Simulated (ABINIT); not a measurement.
Al$_{2}$O$_{3}$: geometry relaxation (part 4 of 4)

Continued. System: Al$_{2}$O$_{3}$ (R-3c, 10 atoms in the cell). Method: Kohn-Sham DFT of a periodic cell, PBE, PseudoDojo NC SR PBE v0.4.1 standard, no spin polarisation (ABINIT 10.8.3); cutoff 1142.88 eV, 4×4×4 k-mesh, fermi-dirac of 0.05 eV. The structure derives from an entry of the Crystallography Open Database.

Geometry of the input (Å; fractional positions):
```
2.3803  1.3742  4.3319
-2.3803  1.3742  4.3319
0.0000  -2.7485  4.3319
Al 0.3522  0.3522  0.3522
Al 0.1478  0.1478  0.1478
Al 0.6478  0.6478  0.6478
Al 0.8522  0.8522  0.8522
O  0.5567  0.9433  0.2500
O  0.2500  0.5567  0.9433
O  0.9433  0.2500  0.5567
O  0.4433  0.0567  0.7500
O  0.7500  0.4433  0.0567
O  0.0567  0.7500  0.4433
```

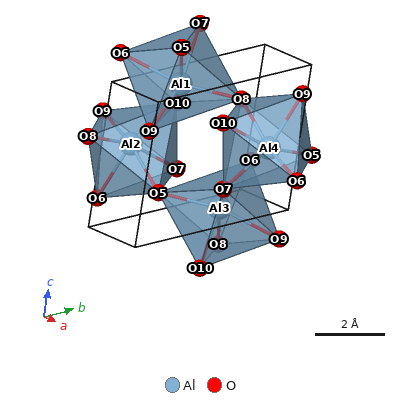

Fig. 1: The geometry at step 2 of the log (polyhedral view of the reduced cell, seen slightly off an axis; polyhedra are completed across the faces of the cell; atoms are numbered from 1 in the order of the input).

**The program's output, continued**
```
 Cartesian coordinates (xcart) [bohr]
 -4.55191364783539E-16 -3.59424767098768E-11  8.71836081489550E+00
 -1.81190938929556E-16 -1.51035795609436E-11  3.66425955920409E+00
  2.18801266563075E-15 -6.61510208728116E-11  1.60468799333037E+01
  1.86829324514381E-15 -8.69885967050477E-11  2.11009811889951E+01
 -1.75929882771574E+00  2.61883517302254E+00  1.44463904363959E+01
 -1.38832837440719E+00 -2.83301506421586E+00  1.44463904365075E+01
  3.14762720212292E+00  2.14179891014660E-01  1.44463904364451E+01
  1.75929882771573E+00 -2.61883517312464E+00  1.03188503118033E+01
  1.38832837440718E+00  2.83301506411377E+00  1.03188503116916E+01
 -3.14762720212292E+00 -2.14179891116752E-01  1.03188503117540E+01
 Reduced coordinates (xred)
  3.52040220546996E-01  3.52040220546996E-01  3.52040220546997E-01
  1.47959779453004E-01  1.47959779453004E-01  1.47959779453003E-01
  6.47959779453004E-01  6.47959779453004E-01  6.47959779453004E-01
  8.52040220546996E-01  8.52040220546996E-01  8.52040220546996E-01
  5.56071863135225E-01  9.43928136864775E-01  2.50000000000000E-01
  2.49999999999999E-01  5.56071863135225E-01  9.43928136864776E-01
  9.43928136864775E-01  2.50000000000001E-01  5.56071863135224E-01
  4.43928136864774E-01  5.60718631352254E-02  7.50000000000000E-01
  7.50000000000001E-01  4.43928136864776E-01  5.60718631352245E-02
  5.60718631352246E-02  7.49999999999999E-01  4.43928136864776E-01
 Cartesian forces (fcart) [Ha/bohr]; max,rms= 5.61228E-05 2.51247E-05 (free atoms)
 -2.38453549119610E-23 -6.38960132894335E-17 -3.11970674192870E-06
 -7.73146093486551E-22  6.38960132894335E-17  3.11970674192870E-06
 -3.99671118715189E-22  6.38964368059071E-17  3.11970674192870E-06
  7.73146093486551E-22 -6.38960132894335E-17 -3.11970674192870E-06
 -5.61227853723273E-05  1.11465472233272E-21  1.66069532643088E-22
  2.80613926861636E-05 -4.86037578646859E-05 -2.00365468769015E-16
  2.80613926861636E-05  4.86037578646859E-05  2.00367162835118E-16
  5.61227853723273E-05 -4.50278322116014E-21 -1.86013626217166E-21
 -2.80613926861636E-05  4.86037578646859E-05  2.00367162835118E-16
 -2.80613926861636E-05 -4.86037578646859E-05 -2.00367162834909E-16
 Gradient of E wrt nuclear positions in reduced coordinates (gred)
  2.57534295092148E-05  2.57534295092148E-05  2.57534295092148E-05
 -2.57534295092148E-05 -2.57534295092148E-05 -2.57534295092148E-05
 -2.57534295092148E-05 -2.57534295092148E-05 -2.57534295092148E-05
  2.57534295092148E-05  2.57534295092148E-05  2.57534295092148E-05
  2.54570461280010E-04 -2.54570461280010E-04  4.46727666644507E-21
  3.14148933782882E-20  2.54570461280010E-04 -2.54570461280010E-04
 -2.54570461280010E-04 -3.60404080962976E-20  2.54570461280010E-04
 -2.54570461280010E-04  2.54570461280010E-04 -8.22852003358434E-21
 -3.60404080962976E-20 -2.54570461280010E-04  2.54570461280010E-04
  2.54570461280010E-04  3.60404063730305E-20 -2.54570461280010E-04
 Scale of Primitive Cell (acell) [bohr]
  9.77647894554982E+00  9.77647894554982E+00  9.77647894574038E+00
 Real space primitive translations (rprimd) [bohr]
  4.53595557653010E+00  2.61883517304806E+00  8.25508024934608E+00
 -4.53595557653010E+00  2.61883517304806E+00  8.25508024934608E+00
  0.00000000000000E+00 -5.23767034619822E+00  8.25508024950700E+00
 Unitary Cell Volume (ucvol) [Bohr^3]=  5.88368627621488E+02
 Angles (23,13,12)= [degrees]
  5.52866708029279E+01  5.52866708029279E+01  5.52866708043084E+01
 Lengths [Bohr]
  9.77647894586758E+00  9.77647894586758E+00  9.77647894598279E+00
 Stress tensor in cartesian coordinates (strten) [Ha/bohr^3]
  1.93844248846942E-07  0.00000000000000E+00  0.00000000000000E+00
  0.00000000000000E+00  1.93844587307972E-07  1.82605506181837E-13
  0.00000000000000E+00  1.82605506181837E-13  4.55248913886191E-06
 Total energy (etotal) [Ha]= -1.09121688542446E+02

 Difference of energy with previous step (new-old):
           Absolute (Ha)=-4.70458E-06
           Relative     =-4.31131E-08

 At Broyd/MD step   5, gradients are converged :
  max grad (force/stress) = 1.6467E-04 < tolmxf= 5.0000E-04 ha/bohr (free atoms)

================================================================================

 ----iterations are completed or convergence reached----

 Mean square residual over all n,k,spin=   22.495E-07; max=  87.714E-05
 reduced coordinates (array xred) for   10 atoms
       0.352040220547      0.352040220547      0.352040220547
       0.147959779453      0.147959779453      0.147959779453
       0.647959779453      0.647959779453      0.647959779453
       0.852040220547      0.852040220547      0.852040220547
       0.556071863135      0.943928136865      0.250000000000
       0.250000000000      0.556071863135      0.943928136865
       0.943928136865      0.250000000000      0.556071863135
       0.443928136865      0.056071863135      0.750000000000
       0.750000000000      0.443928136865      0.056071863135
       0.056071863135      0.750000000000      0.443928136865
 rms dE/dt=  1.6183E-04; max dE/dt=  2.5457E-04; dE/dt below (all hartree)
    1       0.000025753430      0.000025753430      0.000025753430
    2      -0.000025753430     -0.000025753430     -0.000025753430
    3      -0.000025753430     -0.000025753430     -0.000025753430
    4       0.000025753430      0.000025753430      0.000025753430
    5       0.000254570461     -0.000254570461      0.000000000000
    6       0.000000000000      0.000254570461     -0.000254570461
    7      -0.000254570461     -0.000000000000      0.000254570461
    8      -0.000254570461      0.000254570461      0.000000000000
    9       0.000000000000     -0.000254570461      0.000254570461
   10       0.000254570461      0.000000000000     -0.000254570461

 cartesian coordinates (angstrom) at end:
    1     -0.00000000000000    -0.00000000001902     4.61355785654251
    2     -0.00000000000000    -0.00000000000799     1.93904265224880
    3      0.00000000000000    -0.00000000003501     8.49164316104012
    4      0.00000000000000    -0.00000000004603    11.16615836533382
    5     -0.93098084616394     1.38582789173458     7.64470059356149
    6     -0.73467173648788    -1.49916700911088     7.64470059362058
    7      1.66565258265182     0.11333911728176     7.64470059358755
    8      0.93098084616394    -1.38582789178861     5.46050042402115
    9      0.73467173648788     1.49916700905686     5.46050042396206
   10     -1.66565258265182    -0.11333911733578     5.46050042399508

 cartesian forces (hartree/bohr) at end:
    1     -0.00000000000000    -0.00000000000000    -0.00000311970674
    2     -0.00000000000000     0.00000000000000     0.00000311970674
    3     -0.00000000000000     0.00000000000000     0.00000311970674
    4      0.00000000000000    -0.00000000000000    -0.00000311970674
    5     -0.00005612278537     0.00000000000000     0.00000000000000
    6      0.00002806139269    -0.00004860375786    -0.00000000000000
    7      0.00002806139269     0.00004860375786     0.00000000000000
    8      0.00005612278537    -0.00000000000000    -0.00000000000000
    9     -0.00002806139269     0.00004860375786     0.00000000000000
   10     -0.00002806139269    -0.00004860375786    -0.00000000000000
 frms,max,avg= 2.5124711E-05 5.6122785E-05   0.000E+00  0.000E+00  0.000E+00 h/b

 cartesian forces (eV/Angstrom) at end:
    1     -0.00000000000000    -0.00000000000000    -0.00016042177070
    2     -0.00000000000000     0.00000000000000     0.00016042177070
    3     -0.00000000000000     0.00000000000000     0.00016042177070
    4      0.00000000000000    -0.00000000000000    -0.00016042177070
    5     -0.00288594965833     0.00000000000000     0.00000000000000
    6      0.00144297482917    -0.00249930571822    -0.00000000000001
    7      0.00144297482917     0.00249930571822     0.00000000000001
    8      0.00288594965833    -0.00000000000000    -0.00000000000000
    9     -0.00144297482917     0.00249930571822     0.00000000000001
   10     -0.00144297482917    -0.00249930571822    -0.00000000000001
 frms,max,avg= 1.2919646E-03 2.8859497E-03   0.000E+00  0.000E+00  0.000E+00 e/A
 length scales=  9.776478945550  9.776478945550  9.776478945740 bohr
              =  5.173489857348  5.173489857348  5.173489857449 angstroms
 Fermi (or HOMO) energy (eV) =   7.91617   Average Vxc (eV)= -11.36421
 Eigenvalues (   eV  ) for nkpt=  13  k points:
 kpt#   1, nband= 30, wtk=  0.01563, kpt=  0.0000  0.0000  0.0000 (reduced coord)
 -14.05920  -11.82004  -11.55059  -11.55059  -11.23876  -11.23876   -1.82584   -0.86043
  -0.47518   -0.47518    0.61399    0.74990    0.74990    1.74408    2.03960    3.53859
   3.53859    3.67813    3.67813    4.46017    4.46017    4.88541    4.88541    4.91241
  10.87701   13.90168   15.38959   16.26662   16.26662   16.40062
 prteigrs : prtvol=0 or 1, do not print more k-points.

--- !EnergyTerms
iteration_state     : {dtset: 1, itime: 5, icycle: 1, }
comment             : Components of total free energy in Hartree
kinetic             :  7.17921977853619E+01
hartree             :  2.69828890186980E+01
xc                  : -3.01100682612924E+01
Ewald energy        : -8.73542205770440E+01
psp_core            :  4.36447639109813E+00
local_psp           : -8.01164110988374E+01
non_local_psp       : -1.46805518004300E+01
internal            : -1.09121688542446E+02
'-kT*entropy'       :  3.75883816424687E-15
total_energy        : -1.09121688542446E+02
total_energy_eV     : -2.96935241474213E+03
band_energy         : -2.34902448116964E+00
...

 rms coord change=  3.9201E-04   atom, delta coord (reduced):
     1       -0.000119779453     -0.000119779453     -0.000119779453
     2        0.000119779453      0.000119779453      0.000119779453
     3        0.000119779453      0.000119779453      0.000119779453
     4       -0.000119779453     -0.000119779453     -0.000119779453
     5       -0.000608136865      0.000608136865     -0.000000000000
     6       -0.000000000000     -0.000608136865      0.000608136865
     7        0.000608136865      0.000000000000     -0.000608136865
     8        0.000608136865     -0.000608136865      0.000000000000
     9        0.000000000000      0.000608136865     -0.000608136865
    10       -0.000608136865     -0.000000000000      0.000608136865

 Cartesian components of stress tensor (hartree/bohr^3)
  sigma(1 1)=  1.93844249E-07  sigma(3 2)=  1.82605506E-13
  sigma(2 2)=  1.93844587E-07  sigma(3 1)=  0.00000000E+00
  sigma(3 3)=  4.55248914E-06  sigma(2 1)=  0.00000000E+00

-Cartesian components of stress tensor (GPa)         [Pressure= -4.8448E-02 GPa]
- sigma(1 1)=  5.70309470E-03  sigma(3 2)=  5.37243947E-09
- sigma(2 2)=  5.70310466E-03  sigma(3 1)=  0.00000000E+00
- sigma(3 3)=  1.33938855E-01  sigma(2 1)=  0.00000000E+00

== END DATASET(S) ==============================================================
================================================================================

 -outvars: echo values of variables after computation  --------
            acell      9.7764789455E+00  9.7764789455E+00  9.7764789457E+00 Bohr
           etotal     -1.0912168854E+02
            fcart     -2.3845354912E-23 -6.3896013289E-17 -3.1197067419E-06
                      -7.7314609349E-22  6.3896013289E-17  3.1197067419E-06
                      -3.9967111872E-22  6.3896436806E-17  3.1197067419E-06
                       7.7314609349E-22 -6.3896013289E-17 -3.1197067419E-06
                      -5.6122785372E-05  1.1146547223E-21  1.6606953264E-22
                       2.8061392686E-05 -4.8603757865E-05 -2.0036546877E-16
                       2.8061392686E-05  4.8603757865E-05  2.0036716284E-16
                       5.6122785372E-05 -4.5027832212E-21 -1.8601362622E-21
                      -2.8061392686E-05  4.8603757865E-05  2.0036716284E-16
                      -2.8061392686E-05 -4.8603757865E-05 -2.0036716283E-16
            rprim      4.6396617860E-01  2.6787099810E-01  8.4438173450E-01
                      -4.6396617860E-01  2.6787099810E-01  8.4438173450E-01
                       0.0000000000E+00 -5.3574199620E-01  8.4438173450E-01
           strten      1.9384424885E-07  1.9384458731E-07  4.5524891389E-06
                       1.8260550618E-13  0.0000000000E+00  0.0000000000E+00
           xangst     -2.4087689668E-16 -1.9019939565E-11  4.6135578565E+00
                      -9.5882115639E-17 -7.9924701013E-12  1.9390426522E+00
                       1.1578464390E-15 -3.5005612700E-11  8.4916431610E+00
                       9.8865820794E-16 -4.6032382954E-11  1.1166158365E+01
                      -9.3098084616E-01  1.3858278917E+00  7.6447005936E+00
                      -7.3467173649E-01 -1.4991670091E+00  7.6447005936E+00
                       1.6656525827E+00  1.1333911728E-01  7.6447005936E+00
                       9.3098084616E-01 -1.3858278918E+00  5.4605004240E+00
                       7.3467173649E-01  1.4991670091E+00  5.4605004240E+00
                      -1.6656525827E+00 -1.1333911734E-01  5.4605004240E+00
             xred      3.5204022055E-01  3.5204022055E-01  3.5204022055E-01
                       1.4795977945E-01  1.4795977945E-01  1.4795977945E-01
                       6.4795977945E-01  6.4795977945E-01  6.4795977945E-01
                       8.5204022055E-01  8.5204022055E-01  8.5204022055E-01
                       5.5607186314E-01  9.4392813686E-01  2.5000000000E-01
                       2.5000000000E-01  5.5607186314E-01  9.4392813686E-01
                       9.4392813686E-01  2.5000000000E-01  5.5607186314E-01
                       4.4392813686E-01  5.6071863135E-02  7.5000000000E-01
                       7.5000000000E-01  4.4392813686E-01  5.6071863135E-02
                       5.6071863135E-02  7.5000000000E-01  4.4392813686E-01
 Calculation completed.
```

**Trajectory as extended XYZ (Å, eV, eV/Å), 5 frames, from step=0 to step=4**
```
10
Lattice="2.3803 1.3742 4.3319 -2.3803 1.3742 4.3319 0.0000 -2.7485 4.3319" Properties=species:S:1:pos:R:3:forces:R:3 step=0 energy=-2969.31193
Al    0.0000    0.0000    4.5765    0.0000   0.0000  -0.0515
Al    0.0000    0.0000    1.9213    0.0000   0.0000   0.0515
Al    0.0000    0.0000    8.4191    0.0000   0.0000   0.0515
Al    0.0000    0.0000   11.0743    0.0000   0.0000  -0.0515
O    -0.9203    1.3742    7.5808   -0.0490   0.0000   0.0000
O    -0.7300   -1.4841    7.5808    0.0245  -0.0425   0.0000
O     1.6503    0.1099    7.5808    0.0245   0.0425   0.0000
O     0.9203   -1.3742    5.4148    0.0490   0.0000   0.0000
O     0.7300    1.4841    5.4148   -0.0245   0.0425   0.0000
O    -1.6503   -0.1099    5.4148   -0.0245  -0.0425   0.0000
10
Lattice="2.3950 1.3827 4.3587 -2.3950 1.3827 4.3587 0.0000 -2.7655 4.3587" Properties=species:S:1:pos:R:3:forces:R:3 step=1 energy=-2969.34933
Al    0.0000    0.0000    4.6043    0.0000   0.0000  -0.0281
Al    0.0000    0.0000    1.9337    0.0000   0.0000   0.0281
Al    0.0000    0.0000    8.4717    0.0000   0.0000   0.0281
Al    0.0000    0.0000   11.1423    0.0000   0.0000  -0.0281
O    -0.9265    1.3827    7.6277   -0.0523   0.0000   0.0000
O    -0.7342   -1.4937    7.6277    0.0262  -0.0453   0.0000
O     1.6607    0.1110    7.6277    0.0262   0.0453   0.0000
O     0.9265   -1.3827    5.4483    0.0523   0.0000   0.0000
O     0.7342    1.4937    5.4483   -0.0262   0.0453   0.0000
O    -1.6607   -0.1110    5.4483   -0.0262  -0.0453   0.0000
10
Lattice="2.4000 1.3856 4.3678 -2.4000 1.3856 4.3678 0.0000 -2.7713 4.3678" Properties=species:S:1:pos:R:3:forces:R:3 step=2 energy=-2969.35218
Al    0.0000    0.0000    4.6136    0.0000   0.0000  -0.0157
Al    0.0000    0.0000    1.9382    0.0000   0.0000   0.0157
Al    0.0000    0.0000    8.4899    0.0000   0.0000   0.0157
Al    0.0000    0.0000   11.1653    0.0000   0.0000  -0.0157
O    -0.9292    1.3856    7.6437   -0.0408   0.0000   0.0000
O    -0.7354   -1.4975    7.6437    0.0204  -0.0354   0.0000
O     1.6646    0.1119    7.6437    0.0204   0.0354   0.0000
O     0.9292   -1.3856    5.4598    0.0408   0.0000   0.0000
O     0.7354    1.4975    5.4598   -0.0204   0.0354   0.0000
O    -1.6646   -0.1119    5.4598   -0.0204  -0.0354   0.0000
10
Lattice="2.4003 1.3858 4.3683 -2.4003 1.3858 4.3683 0.0000 -2.7716 4.3683" Properties=species:S:1:pos:R:3:forces:R:3 step=3 energy=-2969.35229
Al    0.0000    0.0000    4.6139    0.0000   0.0000  -0.0111
Al    0.0000    0.0000    1.9385    0.0000   0.0000   0.0111
Al    0.0000    0.0000    8.4910    0.0000   0.0000   0.0111
Al    0.0000    0.0000   11.1663    0.0000   0.0000  -0.0111
O    -0.9298    1.3858    7.6445   -0.0303   0.0000   0.0000
O    -0.7353   -1.4981    7.6445    0.0152  -0.0262   0.0000
O     1.6650    0.1123    7.6445    0.0152   0.0262   0.0000
O     0.9298   -1.3858    5.4604    0.0303   0.0000   0.0000
O     0.7353    1.4981    5.4604   -0.0152   0.0262   0.0000
O    -1.6650   -0.1123    5.4604   -0.0152  -0.0262   0.0000
10
Lattice="2.4003 1.3858 4.3684 -2.4003 1.3858 4.3684 0.0000 -2.7717 4.3684" Properties=species:S:1:pos:R:3:forces:R:3 step=4 energy=-2969.35241
Al    0.0000    0.0000    4.6136    0.0000   0.0000  -0.0002
Al    0.0000    0.0000    1.9390    0.0000   0.0000   0.0002
Al    0.0000    0.0000    8.4916    0.0000   0.0000   0.0002
Al    0.0000    0.0000   11.1662    0.0000   0.0000  -0.0002
O    -0.9310    1.3858    7.6447   -0.0029   0.0000   0.0000
O    -0.7347   -1.4992    7.6447    0.0014  -0.0025   0.0000
O     1.6657    0.1133    7.6447    0.0014   0.0025   0.0000
O     0.9310   -1.3858    5.4605    0.0029   0.0000   0.0000
O     0.7347    1.4992    5.4605   -0.0014   0.0025   0.0000
O    -1.6657   -0.1133    5.4605   -0.0014  -0.0025   0.0000
```

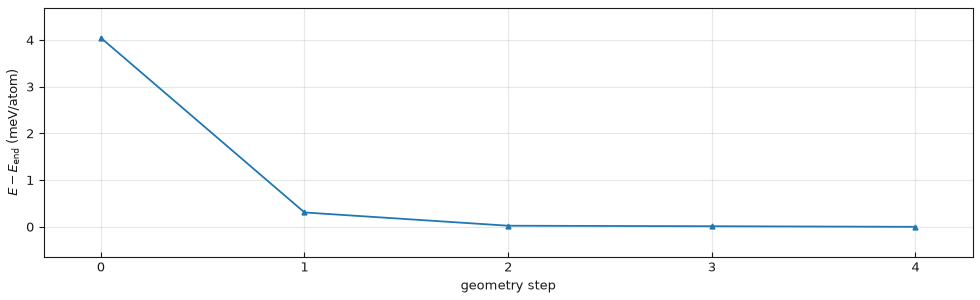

Fig. 2: Progress of the relaxation, step by step (steps are counted from 0).

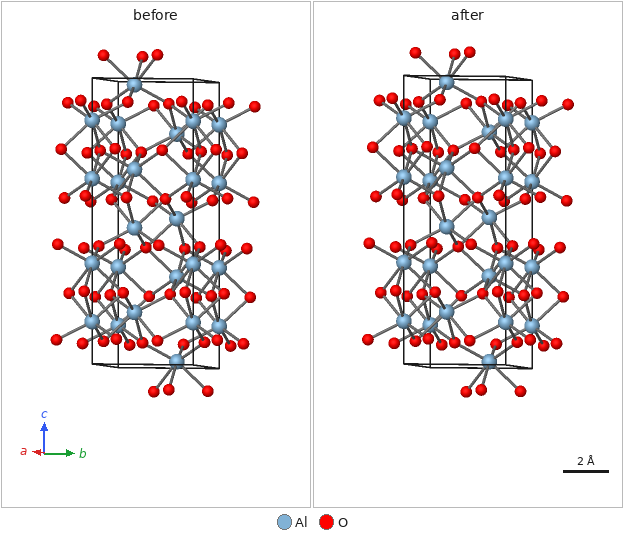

Fig. 3: Before (left) and after (right) the relaxation, at one scale (ball-and-stick view of the cell 3 times as large as that of the calculation, set on its symmetry axes, with bonded neighbours outside it, seen at an oblique angle). After 4 geometry steps the energy has fallen by 4.0 meV per atom. Largest force component: 0.052 eV/Å at the start, 0.0029 eV/Å at the end. No atom moves by more than 0.005 Å relative to the cell. The volume changes by +2.6 %, with a = b 4.761 → 4.801 Å (+0.8 %), c 12.996 → 13.105 Å (+0.8 %). Among the contacts that change: Al1–O10 1.854 → 1.872 Å, Al1–O5 1.973 → 1.987 Å. The space group stays R-3c (No. 167). (Atoms are counted from 1 in the order of the input.)
